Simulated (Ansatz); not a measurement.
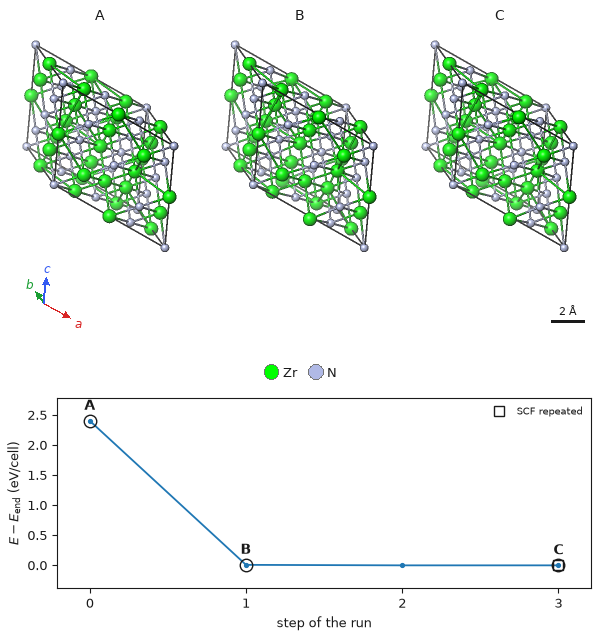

Frames of a relaxation of a defect cell of composition Zr17N15, marked on the history of the run. The picture is a ball-and-stick view of the cell of the calculation (origin shifted), seen slightly off an axis.

Case: Zr on a N site (a), charge +0, atoms relaxed at the host's cell.

Theory: DFT PBE, scalar-relativistic, plane waves, PAW in Ansatz 0.2.0. (plane-wave cutoff 420 eV; k-point mesh 4 × 4 × 4; occupations gaussian; smearing width 0.1 eV; mesh shifted by (0.5, 0.5, 0.5); no spin polarisation; atoms relaxed in a fixed cell; force threshold 0.025 eV/Å; at most 45 steps)

Question: What happens along the run?

Answer: The energy falls by 2.403 eV per cell of the calculation in 2 accepted moves (3 points after the start). The largest force component goes from 4.1 to 0.0067 eV/Å. 1 step only repeated the SCF at the same geometry. The largest moves, 0.18 Å, are those of Zr atoms. Largest moves by element: Zr 0.18 Å, N 0.05 Å. The cell doesn't change. Some distances before and after: Zr–Zr 3.249 → 3.507 Å, Zr–Zr 2.297 → 2.480 Å, N–Zr 2.297 → 2.115 Å, Zr–Zr 3.249 → 3.123 Å. Bond angles that change, for instance: Zr–N–Zr 90.0° → 97.3°, Zr–N–Zr 90.0° → 85.5°, Zr–N–Zr 180.0° → 177.2°. From step 0 to 1: Zr atoms move most (0.19 Å), energy −2.395 eV per cell of the calculation. From step 1 to 3: energy −8.2 meV per cell of the calculation.

Limits of the set-up: the cell has an odd number of electrons but was run without spin polarisation; the periodic images lie only 8.0 Å apart, so the values are limited by the cell's size.
